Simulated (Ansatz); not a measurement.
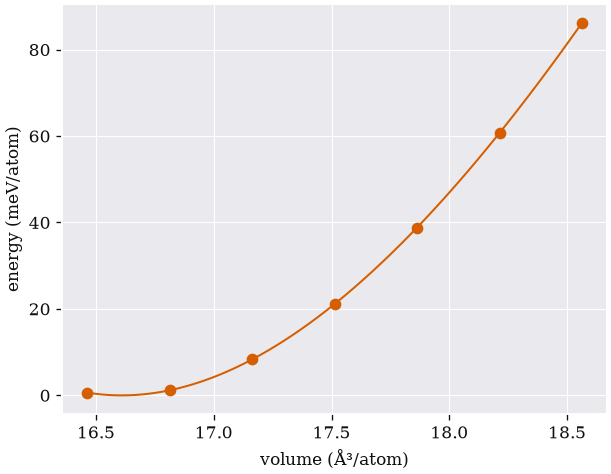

The figure shows the energy against volume for InPd, space group Pm-3m (No. 221).

Starting cell:
```xyz
2
Lattice="3.2719 0.0000 0.0000 0.0000 3.2719 0.0000 0.0000 0.0000 3.2719" Properties=species:S:1:pos:R:3 pbc="T T T"
In    0.0000    0.0000    0.0000
Pd    1.6359    1.6359    1.6359
```

Computed with Ansatz 0.2.0: all-electron LAPW DFT, no spin polarisation; energies at scaled volumes of the given cell, shape and fractions fixed, counted from the fit's minimum, third-order Birch-Murnaghan fit. Level: LDA.

k mesh 8×8×8; occupations Fermi–Dirac; smearing width 0.05 eV; potentials all electron LAPW, scalar relativistic; program settings basis error eV/atom 0.001.

From this curve and the settings, what does the calculation give for the pressure at the same points?

The pressure falls from 1.36 GPa at volume 16.46 Å³/atom to −12.31 GPa at 18.56 Å³/atom, and changes sign near 16.61 Å³/atom.

```json
{"volume (Å³/atom)": "16.46", "pressure (GPa)": "1.36"}
{"volume (Å³/atom)": "16.81", "pressure (GPa)": "-1.82"}
{"volume (Å³/atom)": "17.16", "pressure (GPa)": "-4.60"}
{"volume (Å³/atom)": "17.51", "pressure (GPa)": "-7.04"}
{"volume (Å³/atom)": "17.86", "pressure (GPa)": "-9.14"}
{"volume (Å³/atom)": "18.21", "pressure (GPa)": "-10.89"}
{"volume (Å³/atom)": "18.56", "pressure (GPa)": "-12.31"}
```
